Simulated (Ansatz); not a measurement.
Cell and atoms:

```cif
data_structure
_symmetry_space_group_name_H-M 'I 4/m m m'
_symmetry_Int_Tables_number 139
_cell_length_a 3.1208
_cell_length_b 3.1208
_cell_length_c 8.4436
_cell_angle_alpha 90.000
_cell_angle_beta 90.000
_cell_angle_gamma 90.000
_cell_volume 82.24
loop_
_atom_site_label
_atom_site_type_symbol
_atom_site_symmetry_multiplicity
_atom_site_Wyckoff_symbol
_atom_site_fract_x
_atom_site_fract_y
_atom_site_fract_z
_atom_site_occupancy
Al1 Al 4 e 0.50000 0.50000 0.15920 1
Ru1 Ru 2 a 0.00000 0.00000 0.00000 1
```

> Summarise the structure in words.

Chemical formula Al$_{2}$Ru. The structure has I4/mmm (No. 139) symmetry and a body-centred tetragonal lattice. Content of the cell: 4 Al, 2 Ru (Z = 2).

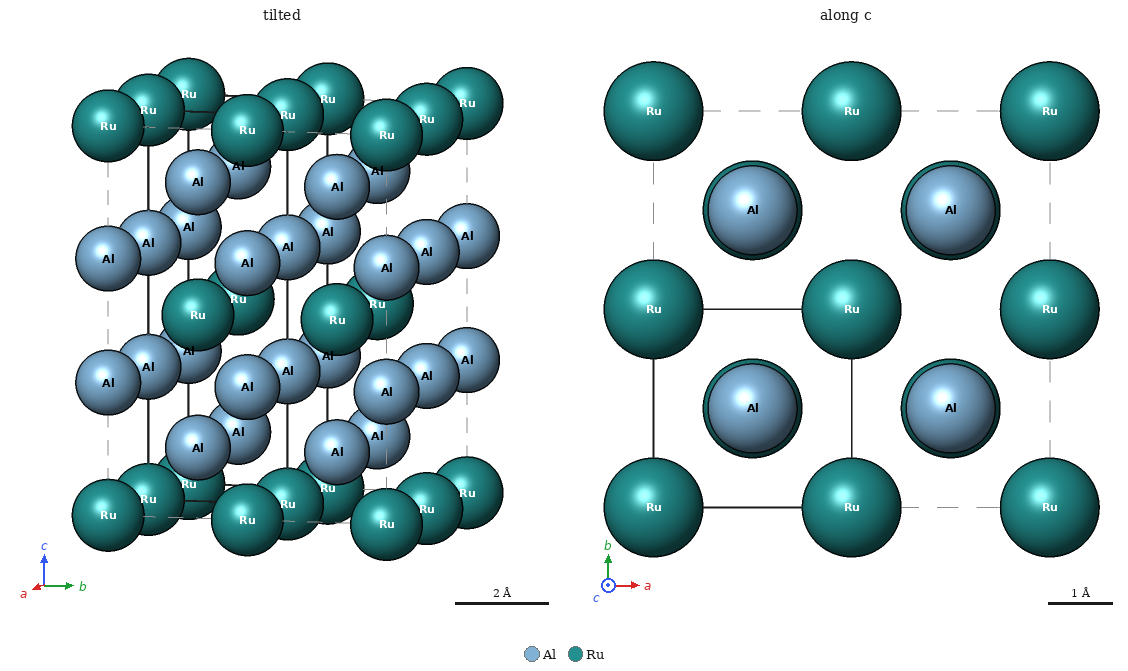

View slightly off an axis and along the c axis, drawn as a spheres-only model. A 2×2×1 array of cells is drawn; the conventional unit cell has the solid edges. Colours: aluminium light blue, ruthenium teal.

The structure was taken from a structure listed in the Materials Project. Earlier steps of the study, as a rule a relaxation of our own, may have changed the cell and positions, so they can lie some per cent off the listed ones. Ansatz was used for an electronic-structure calculation on it.
